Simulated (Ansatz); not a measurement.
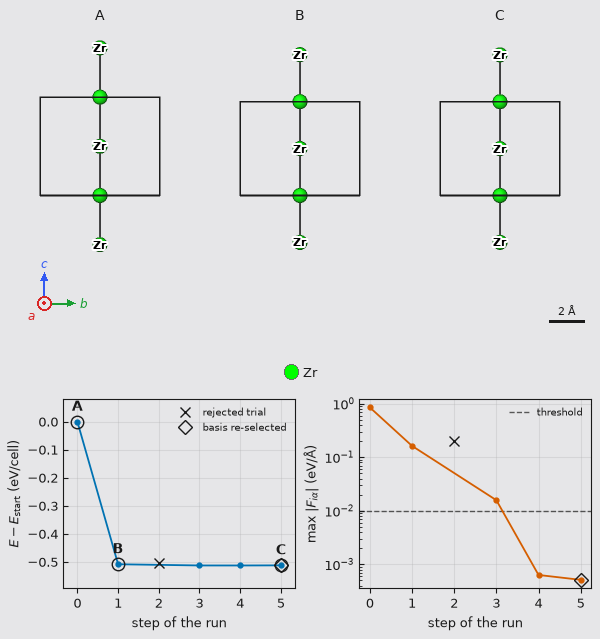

Frames of a relaxation of a wire of composition Zr, marked on the history of the run. A ball-and-stick model of the cell of the calculation, with the vacuum cut short, seen along the a axis.

Case: ladder chain of atoms.

Method: DFT PBE, scalar-relativistic, plane waves, PAW (Ansatz 0.2.0).

Input
```yaml
crystal:
  lattice:
    - [12.0, 0.0, 0.0]
    - [0.0, 9.3, 0.0]
    - [0.0, 0.0, 5.7620566408]
  atoms:
    - { symbol: Zr, position: [0.373955011, 0.5, 0.0], spin: 1.5 }
    - { symbol: Zr, position: [0.373955011, 0.5, 0.5], spin: 1.5 }
    - { symbol: Zr, position: [0.626044989, 0.5, 0.0], spin: 1.5 }
    - { symbol: Zr, position: [0.626044989, 0.5, 0.5], spin: 1.5 }
basis:
  ecutwfc: 420
kpoints:
  mp_grid: { grid: [1, 1, 11] }
hamiltonian:
  xc: pbe
scf:
  occupations: { method: gaussian, width: 0.05 }
output:
  forces: true
  stress: true
  eigenvalues: true
  populations: true
  write_density: true
  write_potential: true
  elf: true
  volumetric_format: npy
magnetization:
  spin_polarized: true
relax:
  adjacent_minimum: "off"
  f_tol: 0.01
  max_steps: 45
  cell: { fix: [a, b, alpha, beta, gamma], stress_tol: 0.03 }
```

Run as
```bash
ansatz run input.yaml --threads 2 --pin off --max-ram 5120MiB --backend cpu --events-out ev --progress --plain --runs-dir out
```

Describe the path.

The largest moves relative to the layer's centre, 0.18 Å, are those of Zr1, Zr2, Zr3 and Zr4. Along the periodic axis the drawn cell goes c 5.762 → 5.489 Å (−4.7 %). Among the contacts that change: Zr1–Zr3 3.025 → 2.669 Å, Zr1–Zr2 2.881 → 2.745 Å. After 3 accepted moves (5 points after the start) the energy has fallen by 0.512 eV per cell of the calculation. Largest force component: 0.85 eV/Å at the start, 0.00051 eV/Å at the end. The line search rejected the trial step at point 2 of the run. The SCF was repeated once at an unchanged geometry on a basis and grid sized afresh for the cell, which shifted the energy by 0.4 meV per cell of the calculation at most. The program noted that the starting moments weren't kept. The run may lie on a higher electronic state than the lowest, so the end point isn't shown to be the ground-state structure. The run took 2.1 min on 2 threads of Intel(R) Xeon(R) Platinum 8375C CPU @ 2.90GHz (Ice Lake), with other jobs on the host, peak memory 0.98 GiB. From step 0 to 1: Zr atoms move most (0.19 Å), energy −0.508 eV per cell of the calculation. From step 1 to 5: energy −3.9 meV per cell of the calculation.

Limits of the set-up: the k-point mesh is coarse for a cell with partly filled bands.
